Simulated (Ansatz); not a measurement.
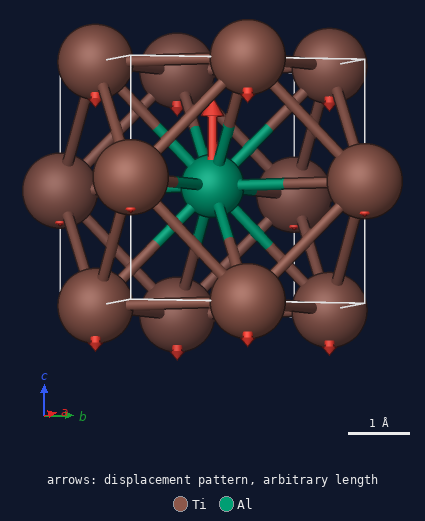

One vibrational mode of crystalline Ti$_{3}$Al (a generated structure) at the zone centre. The red arrows are the displacements of the atoms (eigenvector over the root of the mass), of arbitrary overall length and sign. The picture is a ball-and-stick view of the cell of the calculation, seen from a free direction.

The calculation used DFT PBE, scalar-relativistic, plane waves, PAW (Ansatz).

The input:
```yaml
crystal:
  lattice:
    - [4.0581244817, 0.0, 0.0]
    - [0.0, 4.0581244817, 0.0]
    - [0.0, 0.0, 4.0581244817]
  atoms:
    - { symbol: Ti, position: [0.0, 0.5, 0.0] }
    - { symbol: Ti, position: [0.0, 0.0, 0.5] }
    - { symbol: Ti, position: [0.5, 0.0, 0.0] }
    - { symbol: Al, position: [0.5, 0.5, 0.5] }
basis:
  ecutwfc: 420
kpoints:
  mp_grid: { grid: [12, 12, 12] }
hamiltonian:
  xc: pbe
scf:
  occupations: { method: fermi_dirac, width: 0.15 }
output:
  eigenvalues: true
phonons:
  method: dfpt
  eigenvectors: true
  qmesh: [2, 2, 2]
  temperatures: { t_max: 1000, t_step: 100 }
  qpath:
    path:
      - [[0.0, 0.0, 0.0], [0.0, 0.5, 0.0], [0.5, 0.5, 0.0], [0.0, 0.0, 0.0], [0.5, 0.5, 0.5], [0.0, 0.5, 0.0]]
      - [[0.5, 0.5, 0.5], [0.5, 0.5, 0.0]]
    npoints: 8
```

Run as
```bash
ansatz run input.yaml --threads 1 --pin off --max-ram 2560MiB --backend cpu --events-out ev --progress --plain --runs-dir out
```

The frequencies depend somewhat on the k-mesh and the smearing.

Describe the mode and give its frequency.

Answer. This is the T₁u mode (triply degenerate; one member of the set is drawn) at 286 cm⁻¹, the highest optical level, infrared-active by symmetry. All motion is along c; the kinetic energy is shared as Al 82 %, Ti 18 %. The crystal is a metal, so free carriers screen the infrared response.
